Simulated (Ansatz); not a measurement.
```xyz
6
Lattice="4.8738 0.0000 0.0000 0.0000 4.8738 0.0000 0.0000 0.0000 3.3107" Properties=species:S:1:pos:R:3 pbc="T T T"
Mn    2.4369    2.4369    1.6554
Mn    0.0000    0.0000    0.0000
F     3.9249    0.9489    1.6554
F     3.3858    3.3858    0.0000
F     0.9489    3.9249    1.6554
F     1.4880    1.4880    0.0000
```

Space group P4₂/mnm; computed pressure about −12 GPa in this cell; spin-polarised.

These are results of Kohn-Sham DFT of a periodic cell, PBE, Ansatz PAW (Ansatz), not measurements.

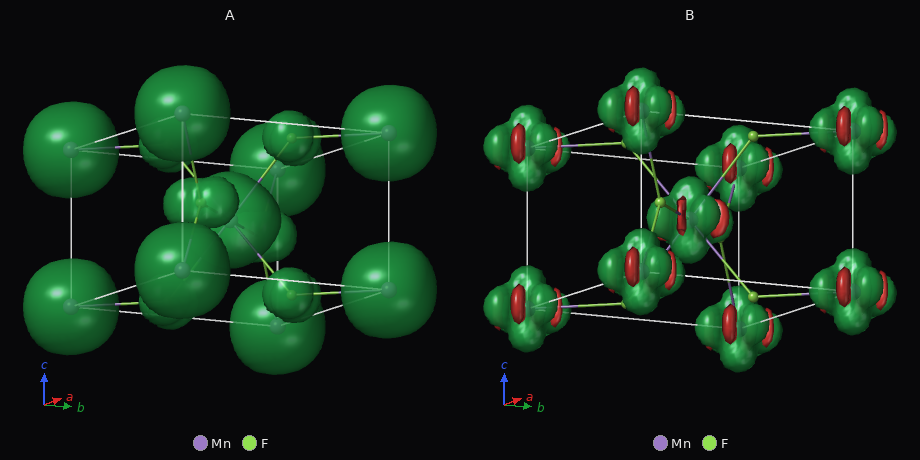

MnF2. Spin density of two self-consistent states of the same cell, at +0.2 (green) and −0.2 e/Å³ (red).

Core electrons are frozen (PAW), and the valence fields are smoothed inside the atomic spheres.

> Describe the two states. Which lies lower in energy?

State A: parallel main moments (a ferromagnetic arrangement) in this solution; Mn: +4.3 μB (×2) in one cell of 6 atoms, with smaller moments on other sites: F (up to +0.92 μB). State B: parallel main moments (a ferromagnetic arrangement) in this solution; Mn: +0.9 μB (×2) in one cell of 6 atoms. State B lies lower by 4362 meV per atom.
